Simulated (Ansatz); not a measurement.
**A series of single points on AlN**

System: AlN (4 atoms in the cell).
Method: Kohn-Sham DFT of a periodic cell, RPBE with D3(BJ), Ansatz PAW, no spin polarisation (Ansatz 0.2.0).

The 5 runs differ only in the geometry, by an even scaling of the cell at fixed fractional positions. The structure derives from an entry of the Crystallography Open Database.

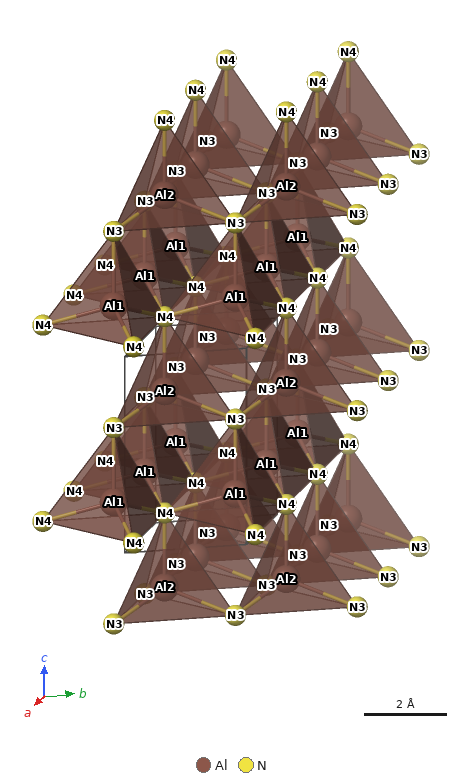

Figure 1. The structure of run 3 (polyhedral view of the cell of the calculation, repeated 3 × 2 × 2, seen slightly off an axis; polyhedra are completed across the faces of the cell; atoms are numbered from 1 in the order of the input).

**Input of run 3**
```yaml
crystal:
  lattice:
    - [3.113, 0.0, 0.0]
    - [-1.5565, 2.695937082, 0.0]
    - [0.0, 0.0, 4.981]
  atoms:
    - { symbol: Al, position: [0.6666666667, 0.3333333333, 0.5] }
    - { symbol: Al, position: [0.3333333333, 0.6666666667, 0.0] }
    - { symbol: "N", position: [0.6666666667, 0.3333333333, 0.88] }
    - { symbol: "N", position: [0.3333333333, 0.6666666667, 0.38] }
hamiltonian:
  xc: rpbe
  pseudopotentials: { kind: paw }
  dispersion: d3bj
kpoints:
  mp_grid: { grid: [10, 10, 6] }
scf:
  occupations: { method: fermi_dirac, width: 0.05 }
output:
  forces: true
  stress: true
  eigenvalues: true
```

Command:
```bash
ansatz run input.yaml --threads 2 --pin off --max-ram 5120MiB --backend cpu --events-out ev --progress --plain --runs-dir out
```

Run 4 differs from it as follows:
```diff
-    - [3.113, 0.0, 0.0]
-    - [-1.5565, 2.695937082, 0.0]
-    - [0.0, 0.0, 4.981]
+    - [3.1539652241, 0.0, 0.0]
+    - [-1.576982612, 2.7314140067, 0.0]
+    - [0.0, 0.0, 5.0465469904]
```

**Results, with one run withheld**

| run | volume per atom (Å³) | free energy per atom, from the lowest run given (meV) | pressure (GPa) | gap on the mesh (eV) |
| --- | --- | --- | --- | --- |
| 1 | 9.824 | 0.00 | −1.32 | 4.79 |
| 2 | 10.242 | 15.11 | −9.97 | 4.42 |
| 3 | 10.451 | 30.57 | −13.65 | 4.25 |
| 4 | 10.869 | ? | ? | ? |
| 5 | 11.078 | 102.50 | −22.63 | 3.75 |

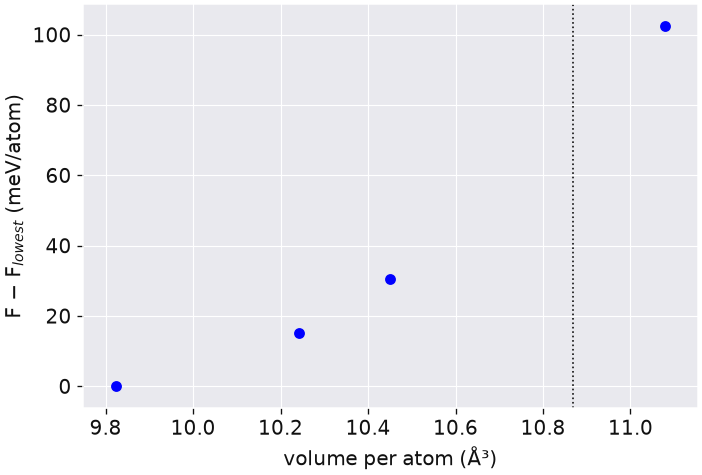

Figure 2. Free energy per atom of the runs given; the dotted line marks run 4.

Estimate the energy of run 4 from the others.

A quadratic polynomial in V^(−2/3) (the Birch–Murnaghan form), fitted to the 4 runs given, misses them by under 0.01 meV per atom. With x = V^(−2/3) − 0.21012 Å⁻², it reads F = 24.97 − 5777.4 x + 3.3111e+05 x² (meV per atom). At run 4 it gives 74.70 meV per atom, and the run itself gives 74.69. The slope of the fit gives a pressure −dF/dV of −19.95 GPa there, and the run prints −19.95 GPa. The fit has no minimum inside this range. The gap on the mesh goes, without turning, from 4.79 eV in run 1 to 3.75 eV in run 5; run 4 has 3.91 eV. These are gaps of this functional on this mesh, which can miss the band edges; they aren't the measured gap.

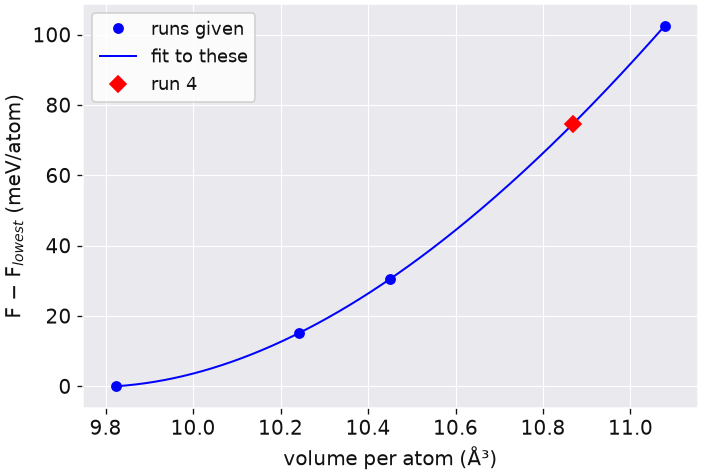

Figure 3. The fit and the withheld run.

**Output, shortened to warnings, some set-up lines, iterations and results (run 4)**
```
Basis set: ecut = 420 eV, 845 PW (Γ), exchange–correlation on 48×48×72 points (8 copies of the dense FFT grid, shifted against one another)
Symmetry: 12 space group operations
k-points: 56 of 600 (time reversal used)
Initial density: superposition of atomic densities (neutral atoms: chi_scale 0, normalization atom), corrected by the library's trained network
[...]
SCF iter   1: F=—  HF=-1861.547957 eV  |F-HF|=—  |Δ(HF+E_count)|=         —  Δρ=2.58e-3  dr2=2.12e-3  ethr=1.77e-3  ⟨swp⟩=5.5  Hψ=4335  notcnv=0
SCF iter   2: F=—  HF=-1861.547696 eV  |F-HF|=—  |Δ(HF+E_count)|=   2.61e-4  Δρ=1.30e-3  dr2=3.52e-4  ethr=1.32e-5  ⟨swp⟩=2.1  Hψ=1458  notcnv=0
SCF iter   3: F=—  HF=-1861.547680 eV  |F-HF|=—  |Δ(HF+E_count)|=   1.62e-5  Δρ=1.53e-4  dr2=1.05e-5  ethr=2.20e-6  ⟨swp⟩=2.0  Hψ=1051  notcnv=0
SCF iter   4: F=—  HF=-1861.547342 eV  |F-HF|=—  |Δ(HF+E_count)|=   3.38e-4  Δρ=1.87e-5  dr2=8.27e-8  ethr=6.25e-10  ⟨swp⟩=3.8  Hψ=3458  notcnv=0
SCF iter   5: F=-1861.547342 eV  HF=-1861.547342 eV  |F-HF|=6.20e-9  |Δ(HF+E_count)|=   2.23e-7  Δρ=4.05e-6  dr2=4.45e-9  ethr=5.17e-10  ⟨swp⟩=2.0  Hψ=1110  notcnv=0
SCF iter   6: F=-1861.547342 eV  HF=-1861.547342 eV  |F-HF|=1.03e-10  |Δ(HF+E_count)|=   7.45e-9  Δρ=4.26e-7  dr2=3.76e-11  ethr=2.78e-11  ⟨swp⟩=1.6  Hψ=2049  notcnv=0
SCF 1 converged in 6 iterations: F = -1861.547342 eV  dr2 = 3.76e-11
SCF converged after 6 iterations
Free energy (F): -1861.547342 eV
Harris-Foulkes:  -1861.547342 eV  (|F-HF|=1.03e-10)
Internal energy: -1861.547342 eV  (E = F + TS)
E sigma→0 (E₀):  -1861.547342 eV
Fermi energy:    8.821743 eV
--- Per-component energies (eV) ---
  E_band       = 26.899900
  E_kinetic    = 315.990615
  E_local      = -454.202289  (includes V_loc(G=0)·N_el)
  E_nonlocal   = 108.031321
  E_hartree    = 158.214714
  E_xc         = -203.495396
  E_vxc        = -214.871559  (∫ρ·V_xc dr)
  E_paw        = -1197.745640  (= ΣΔE_a)
  E_vpaw       = -44.477836  (= ΣTr[D̂ρ^β])
  E_aug_tail   = 0.000199  (compensation charges beyond the density's cutoff)
  E_ewald      = -583.978462
  E_disp       = -4.291300  (pairwise vdW)
  E_core_change = -0.071104  (= ΣΔE_core)
  E_smearing   = -0.000000  (= −TS)
  E_closure    = 0.000000  (closes the sum)
  Σ components = -1861.547342   (vs F -1861.547342, Δ=0.00e0)
--- Forces (eV/Å), atoms counted from 1 ---
  atom   1  Al     0.00000000     0.00000000    -0.12410169
  atom   2  Al    -0.00000000    -0.00000000    -0.12410169
  atom   3  N      0.00000000    -0.00000000     0.12408842
  atom   4  N      0.00000000     0.00000000     0.12408842
  max |Σ_I F_I| component: 2.66e-5 eV/Å
--- Stress (GPa, compression-positive) ---
      -20.394710       0.000000      -0.000000
        0.000000     -20.394710      -0.000000
       -0.000000      -0.000000     -19.068149
  P = ⅓ Tr σ = -19.9525 GPa (-199.525 kbar)
```

Notes: Points of doubt noted for this run: forces on files of another functional.
